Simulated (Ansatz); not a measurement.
# Geometry relaxation of AlNi3 (part 1 of 2)

The run: geometry relaxation of AlNi3 (P4/mmm, 4 atoms in the cell). Method and program: DFT PBE, scalar-relativistic, plane waves, PAW, spin-polarised (Ansatz 0.2.0).

The structure derives from a Materials Project entry. It belongs to a series of runs on one base structure; here: biaxial strain in the a-b plane, c and atoms relaxed: -1.0 %.

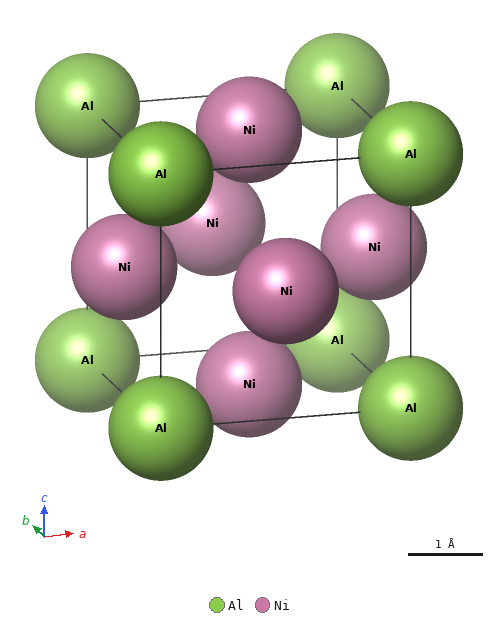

*The structure as given in the input (spheres-only view of the cell of the calculation, seen slightly off an axis).*

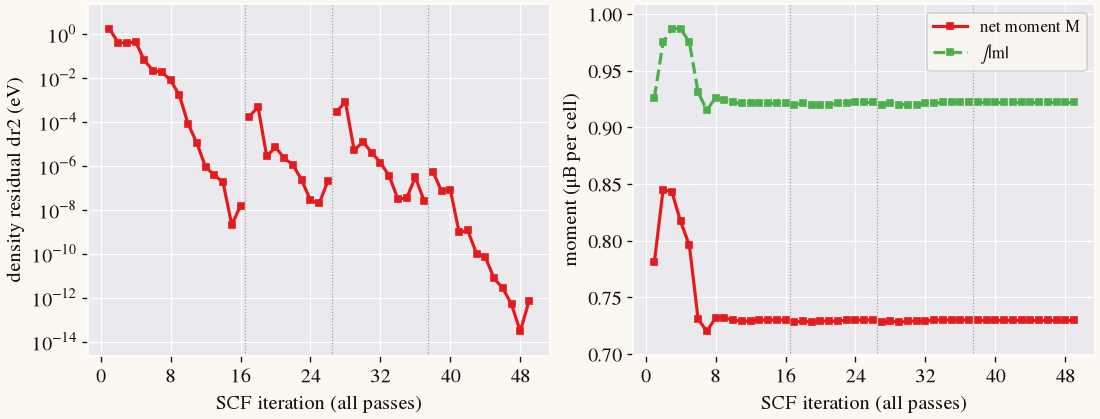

*Convergence of the self-consistent field: density residual dr2 and magnetic moment against the SCF iteration. The dotted lines part the SCF passes of the relaxation: geometry steps, rejected trials and re-solves on a re-selected basis.*

The passes take 16, 10, 11 and 12 iterations. The net moment goes from 0.8 to 0.7 μB per cell.

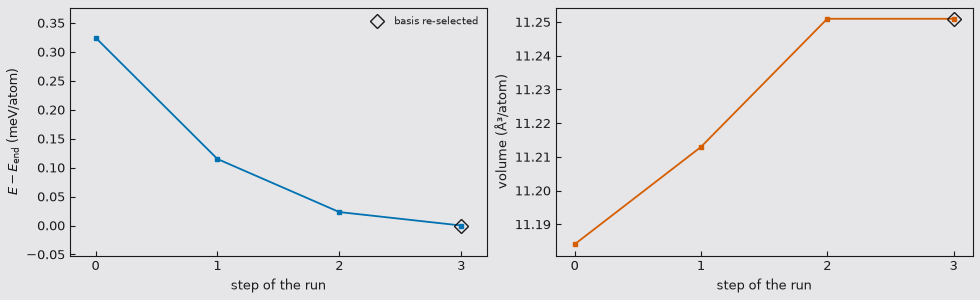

*Progress of the relaxation, step by step (the first geometry is step 0 here and step 1 in the log).*

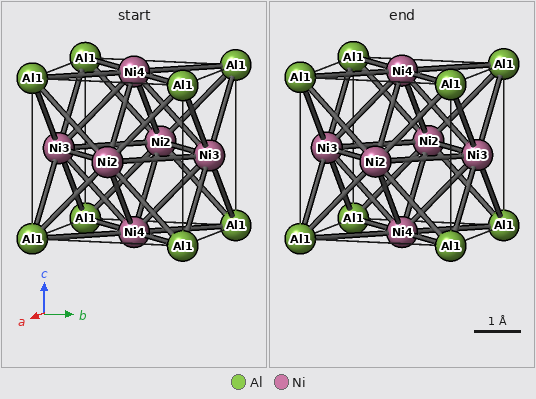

*Before (left) and after (right) the relaxation, at one scale (ball-and-stick view of the cell of the calculation, seen slightly off an axis).*

The atoms keep their places relative to the cell (all moves are under 0.005 Å). The volume changes by +0.6 %, with a = b stay at 3.531 Å, c 3.588 → 3.610 Å (+0.6 %). Among the contacts that change: Ni2–Ni4 2.517 → 2.525 Å, Al1–Ni2 2.517 → 2.525 Å. The space group stays P4/mmm (No. 123). After 2 geometry steps the energy has fallen by 0.3 meV per atom. All forces vanish by symmetry, so only the cell relaxes. Pressure: 2.67 GPa at the start and 1.54 GPa at the end. A last SCF at the same geometry on a re-selected plane-wave basis shifts the energy by next to nothing (0.0 meV per atom). (Atoms are counted from 1 in the order of the input.)

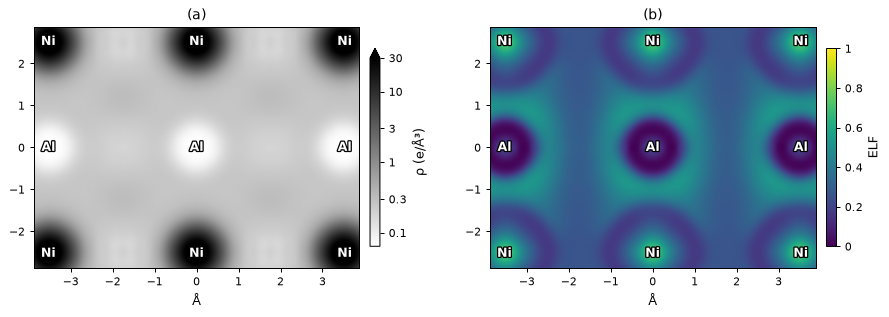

*(a) valence electron density; (b) electron localisation function on the (101) plane of the conventional cell.*

Atoms in the plane: Al and Ni. Away from the nuclei the density in this plane falls to 0.17 e/Å³ at its lowest. The strong features right at Ni lie inside the PAW spheres (semicore, d or f shells) and say nothing about bonding. The fields are those of the smooth PAW valence density.

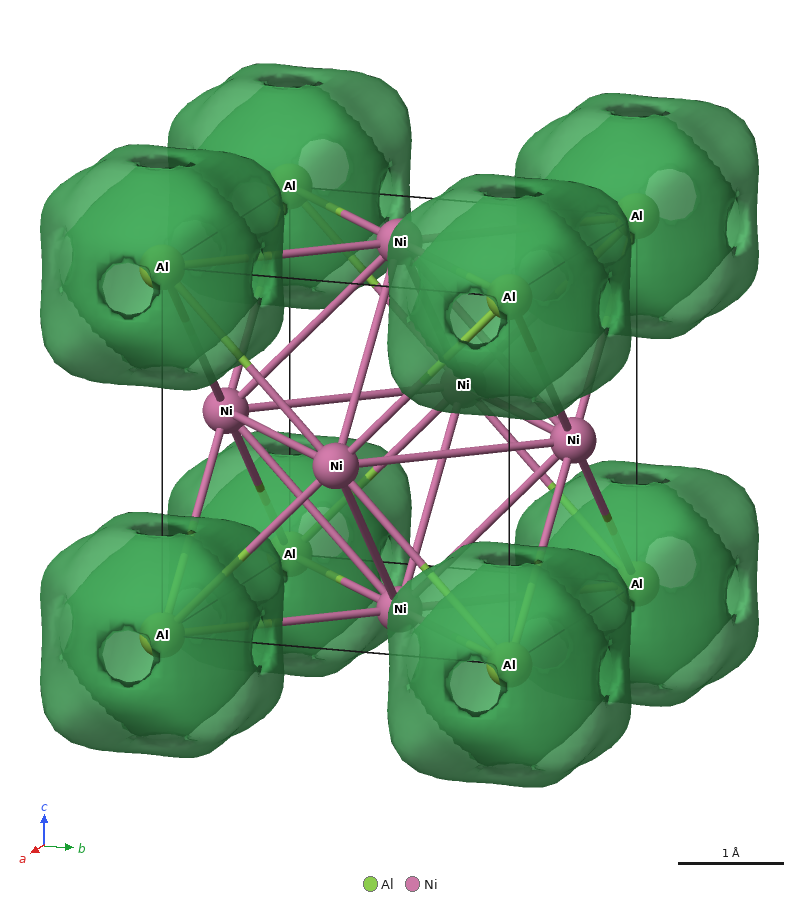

*Isosurface of the electron localisation function at 0.45 (green), seen slightly off an axis. Only the valence region is drawn (cores and ρ < 0.01 e/Å³ removed). Sticks mark near contacts. The outline is the cell set on symmetry axes.*

Values along the shortest contacts: Al–Ni (2.50 Å): the ELF is about 0.35 at the midpoint (metallic bonding. Ni–Ni (2.50 Å): the ELF is about 0.25 at the midpoint; no shared electron pair.

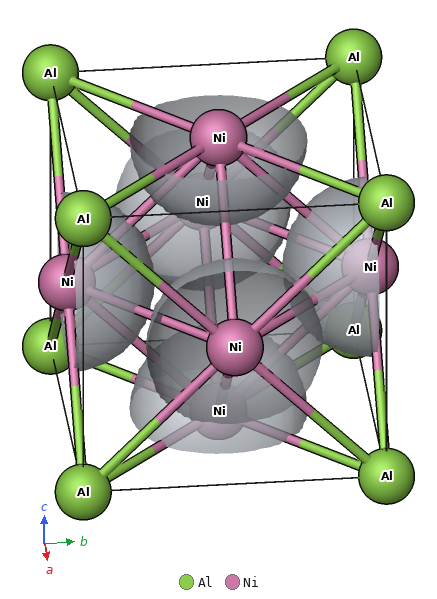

*Isosurface of the valence charge density (pseudo) at 0.4 e/Å³ (grey), seen at an oblique angle. Sticks mark near contacts. The outline is the cell set on symmetry axes.*

At this value the density breaks into separate islands; it holds about 85 % of the electrons treated as valence (semicore included). It is pinched off along the Al–Ni (2.50 Å) and Ni–Ni (2.50 Å) contacts. On the grid the lowest density along these lines, outside the cores, is 0.25 e/Å³ (Al–Ni, 2.50 Å) and 0.33 e/Å³ (Ni–Ni, 2.50 Å).

The input and output of the run follow.

## Input
```yaml
crystal:
  lattice:
    - [3.531012094, 0.0, 0.0]
    - [0.0, 3.531012094, 0.0]
    - [0.0, 0.0, 3.5880789561]
  atoms:
    - { symbol: Al, position: [0.0, 0.0, 0.0] }
    - { symbol: Ni, position: [0.0, 0.5, 0.5], spin: 0.3 }
    - { symbol: Ni, position: [0.5, 0.0, 0.5], spin: 0.3 }
    - { symbol: Ni, position: [0.5, 0.5, 0.0], spin: 0.3 }
basis:
  ecutwfc: 420
kpoints:
  mp_grid: { grid: [14, 14, 14] }
hamiltonian:
  xc: pbe
scf:
  occupations: { method: gaussian, width: 0.1 }
output:
  forces: true
  stress: true
  eigenvalues: true
  populations: true
  write_density: true
  write_potential: true
  elf: true
  volumetric_format: npy
magnetization:
  spin_polarized: true
relax:
  adjacent_minimum: "off"
  f_tol: 0.008
  max_steps: 40
  cell: { stress_tol: 0.015, fix: [a, b, gamma] }
```

Launched with:
```bash
ansatz run input.yaml --threads 1 --pin off --max-ram 2560MiB --backend cpu --events-out ev --progress --plain --runs-dir out
```

## The program's output
```
Engine: ansatz 0.2.0, x86_64-unknown-linux-gnu
Pseudopotentials: kind: paw
Pseudopotential: Al, paw, valence charge 3, recommended cutoff 420 eV (normal), Al.paw.azcp
Pseudopotential: Ni, paw, valence charge 18, recommended cutoff 420 eV (normal), Ni.paw.azcp
Functional definition: PBE
  parameter kappa = 0.804
  parameter beta = 0.06672455060314922
  exchange = pbe_x(kappa = kappa, mu = beta*pi^2/3)
  correlation = pbe_c(beta = beta)
Crystal: 4 atoms, lattice volume = 44.736 Å³
Basis set: ecut = 420 eV, 879 PW (Γ), exchange–correlation on 48×48×48 points (8 copies of the dense FFT grid, shifted against one another)
Bands: 35, of which v1, the nominal top of the filled ones, is band 29 counted from 1 (28 counted from 0)
Symmetry: 16 space group operations
Space group: P4/mmm (ITA 123), of the structure as read, at distance tolerance 3.5e-5 Å
Magnetic group: BNS 123.339 (UNI 999), of the structure as read, at distance tolerance 3.5e-5 Å
k-points: 288 of 2744
Non-local potential: Al, projectors of the file, l = 0: 2, l = 1: 2, l = 2: 1
Non-local potential: Ni, projectors of the file, l = 0: 3, l = 1: 2, l = 2: 3, l = 3: 1
PAW form: soft (Blöchl's): semilocal exchange-correlation on the pseudo side does not see the compensation charge
PAW one-centre angular grid: Al, 110 points (default); XC on 64 Gauss nodes
PAW one-centre angular grid: Ni, 590 points (default); XC on 64 Gauss nodes
Initial density: superposition of atomic densities (chi_scale 0.1, normalization cell)
Starting moments: Σ|m| = 0.9 μB on 3 of 4 sites
Initial wavefunctions: pseudopotential atomic-orbital guess
Functional: x = pbe(κ = 0.804, μ = 0.2195149727645171), c = pbe(β = 0.06672455060314922)
iter 1 solved again at ethr=3.04e-3 eV; its pass at ethr=3.10e-3 eV (dr2=1.73e0 eV) is discarded
SCF iter   1: F=—  HF=-18055.439856 eV  |F-HF|=—  |Δ(HF+E_count)|=         —  Δρ=4.86e-2 (↑3.67e-2 ↓4.86e-2)  dr2=1.74e0  dr2_m=2.20e-2  M=0.781 μB ∫|m|=0.926 μB  β_m=0.30  ethr=3.04e-3  ⟨swp⟩=1.0  Hψ=91051  notcnv=0
Mixer restart at iter 1: flushing history
preconditioner: auto → Kerker (q_TF=auto, 2.841 Å⁻¹)  [metal: Δε(μ)=0.002 eV  Ē_g=7.024 eV  σ=0.100 eV  W_gap=0.01  n_scr=18 (ndim 8)  ℏωp=31.9 eV  f_vac=0.000  D(μ)=3.52/eV (n_scr^D=32)]
spin=Collinear: Kerker preconditioning applied to the charge; magnetization (m = ρ↑ − ρ↓) channel mixes plain (no charge-response kernel on spin).
SCF iter   2: F=—  HF=-18055.150673 eV  |F-HF|=—  |Δ(HF+E_count)|=   2.89e-1  Δρ=2.18e-2 (↑2.18e-2 ↓1.96e-2)  dr2=3.94e-1  dr2_m=2.25e-2  M=0.845 μB ∫|m|=0.975 μB  β_m=0.29  ethr=3.04e-3  ⟨swp⟩=2.0  Hψ=31415  notcnv=0
SCF iter   3: F=—  HF=-18056.161134 eV  |F-HF|=—  |Δ(HF+E_count)|=    1.01e0  Δρ=1.92e-2 (↑1.92e-2 ↓1.61e-2)  dr2=3.81e-1  dr2_m=1.58e-2  M=0.843 μB ∫|m|=0.987 μB  β_m=0.39  ethr=6.91e-4  ⟨swp⟩=2.0  Hψ=27467  notcnv=0  defer=787
SCF iter   4: F=—  HF=-18057.617356 eV  |F-HF|=—  |Δ(HF+E_count)|=    1.46e0  Δρ=1.76e-2 (↑1.76e-2 ↓1.50e-2)  dr2=4.36e-1  dr2_m=3.90e-3  M=0.817 μB ∫|m|=0.987 μB  β_m=0.40  ethr=6.69e-4  ⟨swp⟩=2.4  Hψ=30254  notcnv=0  defer=787
SCF iter   5: F=—  HF=-18058.169907 eV  |F-HF|=—  |Δ(HF+E_count)|=   5.53e-1  Δρ=6.49e-3 (↑4.54e-3 ↓6.49e-3)  dr2=6.17e-2  dr2_m=1.83e-3  M=0.796 μB ∫|m|=0.975 μB  β_m=0.78  ethr=6.69e-4  ⟨swp⟩=2.5  Hψ=34092  notcnv=0  defer=781
SCF iter   6: F=—  HF=-18058.386389 eV  |F-HF|=—  |Δ(HF+E_count)|=         —  Δρ=7.15e-3 (↑7.15e-3 ↓2.69e-3)  dr2=2.13e-2  dr2_m=2.89e-3  M=0.731 μB ∫|m|=0.931 μB  β_m=0.78  ethr=1.08e-4  ⟨swp⟩=2.8  Hψ=35163  notcnv=0  defer=784
Mixer restart at iter 6: flushing history
SCF iter   7: F=—  HF=-18058.399432 eV  |F-HF|=—  |Δ(HF+E_count)|=   1.30e-2  Δρ=5.52e-3 (↑3.39e-3 ↓5.52e-3)  dr2=1.86e-2  dr2_m=6.32e-4  M=0.720 μB ∫|m|=0.915 μB  β_m=0.64  ethr=3.74e-5  ⟨swp⟩=2.0  Hψ=41814  notcnv=0  defer=793
SCF iter   8: F=—  HF=-18058.392030 eV  |F-HF|=—  |Δ(HF+E_count)|=   7.40e-3  Δρ=3.05e-3 (↑3.05e-3 ↓2.34e-3)  dr2=7.72e-3  dr2_m=9.07e-5  M=0.732 μB ∫|m|=0.926 μB  β_m=0.60  ethr=3.26e-5  ⟨swp⟩=2.0  Hψ=36088  notcnv=0  defer=779
SCF iter   9: F=—  HF=-18058.391948 eV  |F-HF|=—  |Δ(HF+E_count)|=   8.14e-5  Δρ=1.30e-3 (↑1.30e-3 ↓1.14e-3)  dr2=1.64e-3  dr2_m=3.62e-6  M=0.732 μB ∫|m|=0.924 μB  β_m=0.49  ethr=1.35e-5  ⟨swp⟩=2.3  Hψ=26599  notcnv=0  defer=779
SCF iter  10: F=—  HF=-18058.391789 eV  |F-HF|=—  |Δ(HF+E_count)|=   1.60e-4  Δρ=2.61e-4 (↑2.37e-4 ↓2.61e-4)  dr2=8.19e-5  dr2_m=6.35e-7  M=0.730 μB ∫|m|=0.922 μB  β_m=0.56  ethr=2.88e-6  ⟨swp⟩=2.0  Hψ=27671  notcnv=0  defer=789
SCF iter  11: F=—  HF=-18058.391810 eV  |F-HF|=—  |Δ(HF+E_count)|=   2.09e-5  Δρ=1.45e-4 (↑8.51e-5 ↓1.45e-4)  dr2=1.10e-5  dr2_m=6.62e-7  M=0.729 μB ∫|m|=0.921 μB  β_m=0.78  ethr=1.44e-7  ⟨swp⟩=2.0  Hψ=28238  notcnv=0  defer=789
SCF iter  12: F=—  HF=-18058.391808 eV  |F-HF|=—  |Δ(HF+E_count)|=   1.70e-6  Δρ=2.45e-5 (↑2.26e-5 ↓2.45e-5)  dr2=8.78e-7  dr2_m=1.15e-8  M=0.729 μB ∫|m|=0.921 μB  β_m=0.85  ethr=1.93e-8  ⟨swp⟩=2.5  Hψ=29836  notcnv=0  defer=787
SCF iter  13: F=—  HF=-18058.391808 eV  |F-HF|=—  |Δ(HF+E_count)|=   1.84e-7  Δρ=2.05e-5 (↑1.24e-5 ↓2.05e-5)  dr2=3.77e-7  dr2_m=8.17e-9  M=0.730 μB ∫|m|=0.921 μB  β_m=0.93  ethr=1.54e-9  ⟨swp⟩=2.1  Hψ=29046  notcnv=0  defer=787
SCF iter  14: F=—  HF=-18058.391808 eV  |F-HF|=—  |Δ(HF+E_count)|=   3.06e-8  Δρ=1.29e-5 (↑1.01e-5 ↓1.29e-5)  dr2=1.77e-7  dr2_m=9.60e-10  M=0.730 μB ∫|m|=0.921 μB  β_m=0.81  ethr=6.62e-10  ⟨swp⟩=1.1  Hψ=20194  notcnv=0  defer=787
SCF iter  15: F=—  HF=-18058.391808 eV  |F-HF|=—  |Δ(HF+E_count)|=   2.85e-8  Δρ=1.81e-6 (↑1.03e-6 ↓1.81e-6)  dr2=2.02e-9  dr2_m=1.25e-10  M=0.730 μB ∫|m|=0.921 μB  β_m=0.91  ethr=3.10e-10  ⟨swp⟩=2.2  Hψ=26656  notcnv=0  defer=787
SCF iter  16: F=-18058.391808 eV  HF=-18058.391808 eV  |F-HF|=1.39e-8  |Δ(HF+E_count)|=   1.57e-9  Δρ=4.06e-6 (↑2.45e-6 ↓4.06e-6)  dr2=1.53e-8  dr2_m=2.86e-10  M=0.730 μB ∫|m|=0.921 μB  ethr=3.54e-12  ⟨swp⟩=9.8  Hψ=113256  notcnv=0
SCF 1 converged in 16 iterations: F = -18058.391808 eV  dr2 = 1.53e-8
  greatest PAW one-centre occupation: 1.001 electrons in one spin orbital (limit 2), on the Ni atom at site 3 (counted from 0), in its partial waves of l = 1
relax step   1: F+E_penalty+E_count = -18058.39180779 eV  Δ(F+E_penalty+E_count) = +0.000e0 eV  max|allowed force component| = 3.589e-29 eV/Å  Δτ_max = 0.0000 Å  P = +2.674 GPa  Ω = 44.736 Å³  fix = [a, b, gamma]  reactions: a +3.231, b +3.231 GPa  (16 SCF iters, dr2 threshold 1.00e-7 eV, accepted)
Crystal: 4 atoms, lattice volume = 44.852 Å³
Basis set: ecut = 420 eV, 881 PW (Γ), exchange–correlation on 48×48×48 points (8 copies of the dense FFT grid, shifted against one another)
Initial density: handed on by an earlier stage of this run
Starting moments: Σ|m| = 0.9 μB on 3 of 4 sites; this step starts from the density that it was given
Initial wavefunctions: those handed on with the density
iter 1 solved again at ethr=3.37e-7 eV; its pass at ethr=3.10e-3 eV (dr2=1.92e-4 eV) is discarded
SCF iter   1: F=—  HF=-18058.392678 eV  |F-HF|=—  |Δ(HF+E_count)|=         —  Δρ=4.76e-4 (↑3.20e-4 ↓4.76e-4)  dr2=1.68e-4  dr2_m=4.69e-6  M=0.728 μB ∫|m|=0.920 μB  β_m=0.65  ethr=3.37e-7  ⟨swp⟩=2.0  Hψ=85333  notcnv=0
preconditioner: auto → none  [metal: Δε(μ)=0.002 eV  Ē_g=7.440 eV  σ=0.100 eV  W_gap=0.01  n_scr=6 (ndim 8)  ℏωp=31.9 eV  f_vac=0.000  D(μ)=3.26/eV (n_scr^D=32)]
SCF iter   2: F=—  HF=-18058.392740 eV  |F-HF|=—  |Δ(HF+E_count)|=   6.19e-5  Δρ=6.85e-4 (↑6.65e-4 ↓6.85e-4)  dr2=4.80e-4  dr2_m=3.62e-7  M=0.729 μB ∫|m|=0.921 μB  β_m=0.26  ethr=2.95e-7  ⟨swp⟩=2.0  Hψ=36132  notcnv=0  recentre
SCF iter   3: F=—  HF=-18058.392621 eV  |F-HF|=—  |Δ(HF+E_count)|=   1.19e-4  Δρ=1.03e-4 (↑5.58e-5 ↓1.03e-4)  dr2=2.71e-6  dr2_m=1.32e-6  M=0.728 μB ∫|m|=0.920 μB  β_m=0.53  ethr=2.95e-7  ⟨swp⟩=2.1  Hψ=32400  notcnv=0
SCF iter   4: F=—  HF=-18058.392638 eV  |F-HF|=—  |Δ(HF+E_count)|=   1.65e-5  Δρ=8.20e-5 (↑8.20e-5 ↓7.51e-5)  dr2=6.97e-6  dr2_m=2.11e-7  M=0.729 μB ∫|m|=0.920 μB  β_m=0.53  ethr=4.75e-9  ⟨swp⟩=2.1  Hψ=35113  notcnv=0
SCF iter   5: F=—  HF=-18058.392638 eV  |F-HF|=—  |Δ(HF+E_count)|=   5.37e-7  Δρ=5.83e-5 (↑3.03e-5 ↓5.83e-5)  dr2=2.19e-6  dr2_m=1.58e-7  M=0.729 μB ∫|m|=0.920 μB  β_m=0.76  ethr=4.75e-9  ⟨swp⟩=2.0  Hψ=30024  notcnv=0
SCF iter   6: F=—  HF=-18058.392644 eV  |F-HF|=—  |Δ(HF+E_count)|=   6.19e-6  Δρ=4.72e-5 (↑1.88e-5 ↓4.72e-5)  dr2=1.10e-6  dr2_m=1.12e-7  M=0.729 μB ∫|m|=0.921 μB  β_m=0.76  ethr=3.84e-9  ⟨swp⟩=2.0  Hψ=29382  notcnv=0
SCF iter   7: F=—  HF=-18058.392646 eV  |F-HF|=—  |Δ(HF+E_count)|=   1.88e-6  Δρ=2.40e-5 (↑9.12e-6 ↓2.40e-5)  dr2=2.19e-7  dr2_m=5.87e-8  M=0.730 μB ∫|m|=0.921 μB  β_m=0.88  ethr=1.94e-9  ⟨swp⟩=2.0  Hψ=29512  notcnv=0
SCF iter   8: F=—  HF=-18058.392647 eV  |F-HF|=—  |Δ(HF+E_count)|=   6.50e-7  Δρ=4.13e-6 (↑3.76e-6 ↓4.13e-6)  dr2=2.67e-8  dr2_m=9.22e-10  M=0.730 μB ∫|m|=0.922 μB  β_m=0.79  ethr=3.83e-10  ⟨swp⟩=2.1  Hψ=35958  notcnv=0
SCF iter   9: F=—  HF=-18058.392647 eV  |F-HF|=—  |Δ(HF+E_count)|=   2.49e-8  Δρ=5.08e-6 (↑3.11e-6 ↓5.08e-6)  dr2=1.94e-8  dr2_m=5.58e-10  M=0.730 μB ∫|m|=0.922 μB  β_m=0.89  ethr=4.68e-11  ⟨swp⟩=2.0  Hψ=29362  notcnv=0
SCF iter  10: F=-18058.392647 eV  HF=-18058.392647 eV  |F-HF|=1.85e-7  |Δ(HF+E_count)|=   6.27e-8  Δρ=1.56e-5 (↑8.43e-6 ↓1.56e-5)  dr2=2.04e-7  dr2_m=5.64e-9  M=0.730 μB ∫|m|=0.922 μB  ethr=3.40e-11  ⟨swp⟩=5.2  Hψ=109235  notcnv=0
SCF 2 converged in 10 iterations: F = -18058.392647 eV  dr2 = 2.04e-7
```
